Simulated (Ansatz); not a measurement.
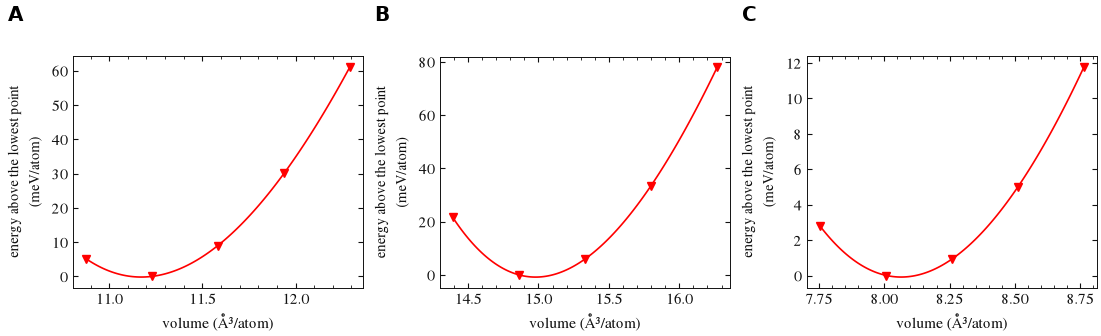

Each panel shows the energy above the lowest point against volume for one of these solids: AlFe, Pm-3m (No. 221); LiF, Fm-3m (No. 225); Pt, Fm-3m (No. 225).

Method: equation of state of a cubic crystal from periodic Kohn-Sham density functional theory without spin, third-order Birch-Murnaghan fit to the free energies; pressure corrected for the finite basis (Ansatz 0.2.0 development build). Level: HSE06.

Q: Which panel belongs to which solid?

A: A is AlFe (energy above the lowest point from 0.0 meV/atom to 61.2 meV/atom, V0 11.17 Å³/atom, B0 208 GPa); B is Pt (energy above the lowest point from 0.0 meV/atom to 77.9 meV/atom, V0 14.98 Å³/atom, B0 281 GPa); C is LiF (energy above the lowest point from 0.0 meV/atom to 11.8 meV/atom, V0 8.064 Å³/atom, B0 72.3 GPa).

For AlFe, limits of the calculation: coarse k-mesh, values are not converged in k; no spin polarisation, a magnetic state may lie lower.

For LiF, limits of the calculation: modest k-mesh, values are not fully converged in k.

For Pt, limits of the calculation: coarse k-mesh, values are not converged in k.
